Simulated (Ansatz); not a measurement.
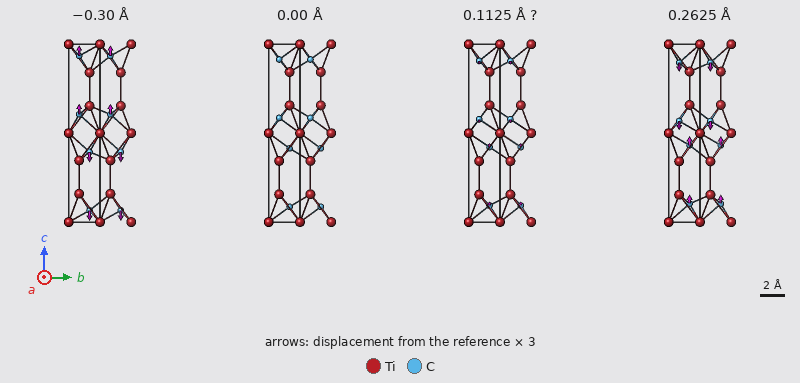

A scan of solid Ti$_{3}$C$_{2}$ (P6_3/mmc): a normal mode at the zone centre is frozen in with the cell fixed, the amplitude being the largest displacement of an atom. Style: ball-and-stick. Shown: the cell of the calculation, repeated 2 × 2 × 1 with one cell outlined, along the a axis. Purple arrows: displacements from the reference.

Level of theory: DFT PBEsol, scalar-relativistic, plane waves, PAW in Ansatz. Settings: plane-wave cutoff 420 eV; k-point mesh 18 × 18 × 4; occupations gaussian; smearing width 0.15 eV; no spin polarisation. Energies (free energies at the smearing named) are counted from the relaxed crystal.

```
largest displacement (Å)  E − E(ref) (eV/cell)
                 −0.3000                  3.79
                 −0.1500                  0.98
                  0.0000                  0.00
                  0.0375                  0.06
                  0.0750                  0.25
                  0.1125                     ?
                  0.1875                  1.52
                  0.2250                  2.17
                  0.2625                  2.93
```

> Fill in the missing row.

A straight line between the two neighbours gives 0.67 eV/cell. A cubic through the four nearest rows (0.0375, 0.0750, 0.1875, 0.2250) gives, with Lagrange weights, (−0.3000)(0.06) + (1.0000)(0.25) + (0.5000)(1.52) + (−0.2000)(2.17) = 0.56 eV/cell. The calculation gives 0.55 eV/cell, so the cubic is 0.01 eV/cell too high and the straight line 0.12 eV/cell too high, as the curve bends upwards here.

The whole profile:

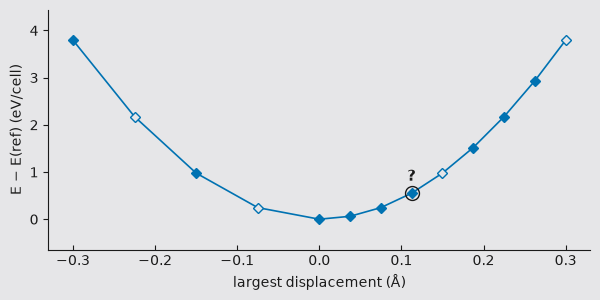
